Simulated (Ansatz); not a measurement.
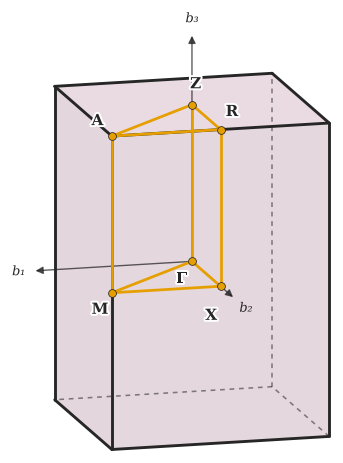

Crystal: Al2Cu, the input geometry of an electronic-structure calculation (not necessarily at equilibrium). The first Brillouin zone and its special points. The drawing is computed from the coordinates (standard cell, symmetry found to 0.002 Å).

Space group P4/mmm (No. 123); a = 4.043 Å, b = 4.043 Å, c = 2.822 Å, α = 90.00°, β = 90.00°, γ = 90.00°.

Labels and path follow the convention of Hinuma et al. (2017), as computed by seekpath; the arrows show the directions of the reciprocal primitive vectors b₁, b₂, b₃, in which coordinates are given; lengths include the factor 2π.

> List the special points with their coordinates and distances from Γ.

| point | k₁ | k₂ | k₃ | length of k (1/Å) |
| --- | --- | --- | --- | --- |
| Γ | 0 | 0 | 0 | 0.000 |
| Z | 0 | 0 | 1/2 | 1.113 |
| M | 1/2 | 1/2 | 0 | 1.099 |
| A | 1/2 | 1/2 | 1/2 | 1.564 |
| R | 0 | 1/2 | 1/2 | 1.358 |
| X | 0 | 1/2 | 0 | 0.777 |

> What is the zone's volume?

(2π)³ over the primitive cell's volume of 46.12 Å³: 5.38 Å⁻³.
